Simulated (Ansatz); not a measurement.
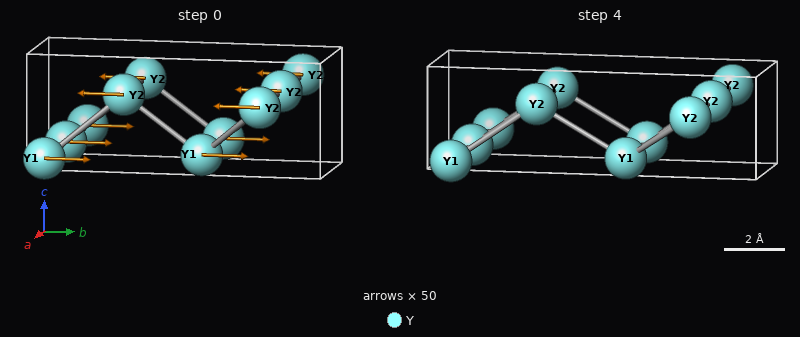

The structure of crystalline Y (built on the Ga_63 type) (coarse preliminary run) before (left) and after (right) a relaxation, at one scale. The orange arrows give the displacements (the part carried along by the change of the cell is left out), magnified 50 times.

Style: ball-and-stick. Shown: the conventional cell (2 times the calculation's cell), repeated 2 × 1 × 1 with one cell outlined, slightly off an axis. Lengths and directions refer to the drawn axes.

Case: Ga type (Cmcm, No. 63).

Level of theory: DFT PBE, scalar-relativistic, plane waves, PAW (Ansatz 0.2.0).

Input
```yaml
crystal:
  lattice:
    - [1.7814190205, -4.9941160817, 0.0]
    - [1.7814190205, 4.9941160817, 0.0]
    - [0.0, 0.0, 3.8945505483]
  atoms:
    - { symbol: "Y", position: [0.867, 0.133, 0.25] }
    - { symbol: "Y", position: [0.133, 0.867, 0.75] }
basis:
  ecutwfc: 420
kpoints:
  mp_grid: { grid: [6, 6, 4] }
hamiltonian:
  xc: pbe
scf:
  occupations: { method: gaussian, width: 0.1 }
  lower_state_search: "off"
output:
  forces: true
  stress: true
  eigenvalues: true
relax:
  adjacent_minimum: "off"
  f_tol: 0.04
  max_steps: 70
  cell: { stress_tol: 0.4 }
```

What changed between the two?

The energy falls by 106 meV per atom in 3 accepted moves (4 points after the start). The largest force component goes from 0.63 to 0.022 eV/Å. The pressure goes from −0.77 to 0.03 GPa. The SCF was repeated once at an unchanged geometry on a basis and grid sized afresh for the cell, which shifted the energy by less than 0.05 meV per atom at most. The largest moves relative to the cell, 0.032 Å, are those of Y1 and Y2. Y2 goes along −b. The drawn cell changes as follows: a 3.563 → 3.476 Å (−2.4 %), b 9.988 → 11.184 Å (+12.0 %), c 3.895 → 3.460 Å (−11.2 %); the volume changes by −3.0 %. Near-neighbour distances that change, for instance: Y1–Y1 3.895 → 3.460 Å, Y1–Y2 3.294 → 3.497 Å, Y1–Y1 (another image) 3.563 → 3.476 Å, Y1–Y2 (another image) 3.525 → 3.540 Å. The space group stays Cmcm (No. 63). The run took of the order of 6 core-seconds on a shared host.

Limits of the set-up: the k-point mesh is coarse for a cell with partly filled bands.
